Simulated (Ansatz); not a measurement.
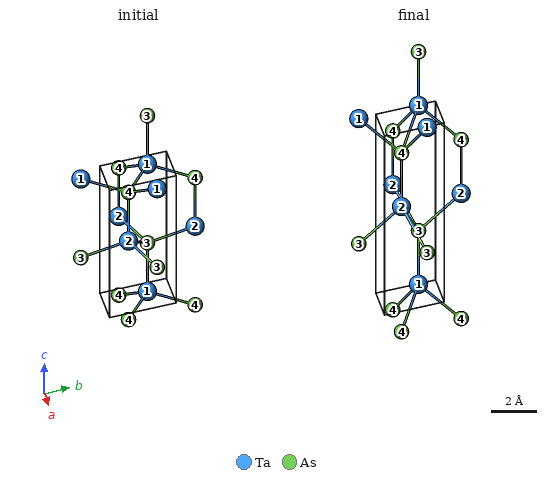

The structure of a crystal of TaAs (built on the wurtzite_186 type) (coarse preliminary run) before (left) and after (right) a relaxation, at one scale.

The picture is a ball-and-stick view of the cell of the calculation, seen from a free direction.

Case: wurtzite type (P6_3mc, No. 186).

Level of theory: DFT PBE, scalar-relativistic, plane waves, PAW in Ansatz 0.2.0. (plane-wave cutoff 420 eV; k-point mesh 6 × 6 × 4; occupations gaussian; smearing width 0.1 eV; no spin polarisation; cell and atoms relaxed; force threshold 0.04 eV/Å; at most 70 steps)

### What changed between the two?

After 13 accepted moves (15 points after the start) the energy has fallen by 4.637 eV per cell of the calculation. The largest force component goes from 0.53 to 0.00012 eV/Å. Pressure: 54.41 GPa at the start and 0.02 GPa at the end. The SCF was repeated twice at an unchanged geometry on a basis and grid sized afresh for the cell, which shifted the energy by 0.220 eV per cell of the calculation at most. The largest moves relative to the cell, 0.34 Å, are those of Ta1, Ta2, As3 and As4. As4 goes along −c. Largest moves by element: As 0.34 Å, Ta 0.34 Å. The drawn cell changes as follows: a = b 3.749 → 3.357 Å (−10.4 %), c 6.003 → 8.442 Å (+40.6 %); the volume changes by +12.8 %. Near-neighbour distances that change, for instance: Ta1–Ta1 3.749 → 3.357 Å, Ta1–As4 2.277 → 2.568 Å, Ta1–As3 2.294 → 2.536 Å. Bond angles that change, for instance: As4–Ta1–As4 110.8° → 81.6°, Ta2–As3–Ta2 110.8° → 81.6°, As3–Ta1–As4 108.1° → 131.0°. The space group stays P6_3mc (No. 186). Cost: 100 s on 1 thread of Arm Neoverse V1, with other jobs on the host, peak memory 0.35 GiB.
